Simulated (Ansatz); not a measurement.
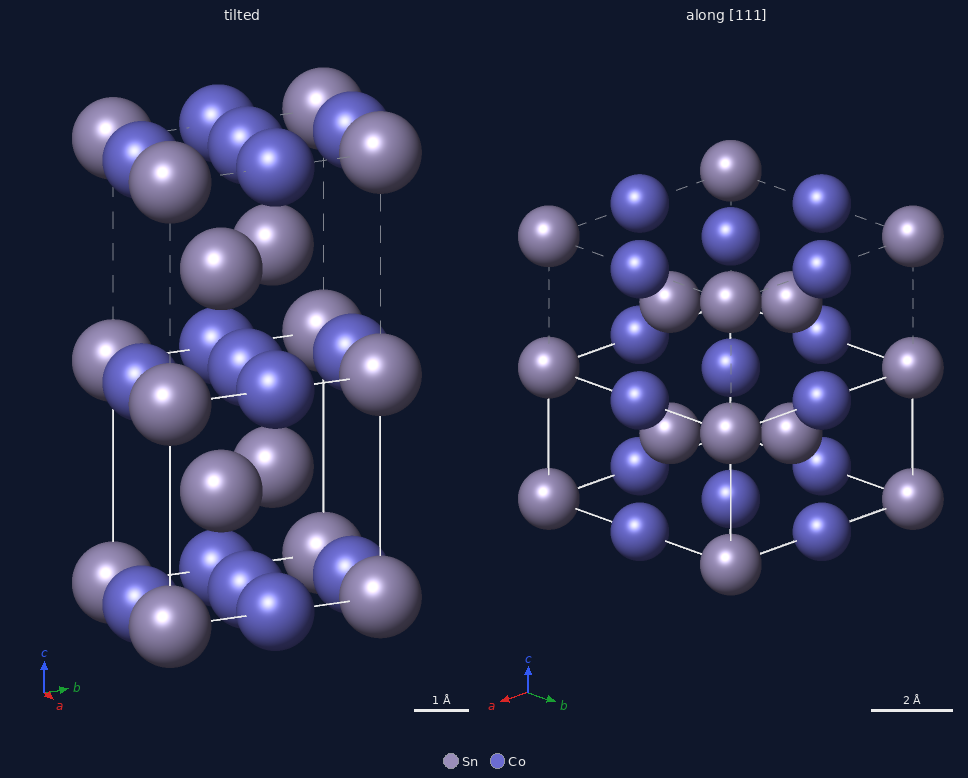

Drawn in the spheres-only manner and seen slightly off an axis and along [111]. The unit cell (solid box) is repeated to 1×1×2 cells. Cell: a = 5.217 Å, b = 5.218 Å, c = 4.171 Å, α = 90.01°, β = 90.00°, γ = 119.98°.

Give a description of the structure.

- This is CoSn.
- Within 0.01 Å the space group is P6/mmm (No. 191), primitive hexagonal.
- Counting shared atoms by their share gives 3 Co, 3 Sn, or 6 atoms.

The structure was taken from a structure listed in the Materials Project. The geometry is the end of a relaxation with DFT PBEsol, scalar-relativistic, plane waves, PAW (Ansatz 0.2.0).
